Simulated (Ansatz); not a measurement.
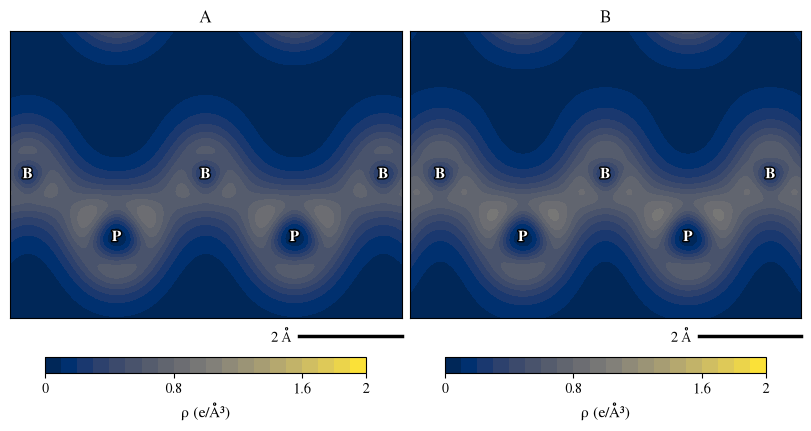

BP. The valence charge density (pseudo) of two cells that differ in size and shape, on the (101̄) plane of each (indices in the axes of the calculation cell), at one length scale and on one colour scale: A has 14.7 Å³ an atom and B 12.5.

Theory: DFT LDA, scalar-relativistic, plane waves, PAW in Ansatz 0.2.0.

In a PAW calculation such maps are meaningful between the atoms, not at the nuclei.

What changes from the larger cell to the smaller?

From the larger cell to the smaller, B–P goes from 2.12 to 2.02 Å, and the density at its midpoint from 0.7 to 0.81 e/Å³; the pressure goes from −28 to −15 GPa; the Kohn–Sham gap goes from 1.4 eV to metallic.
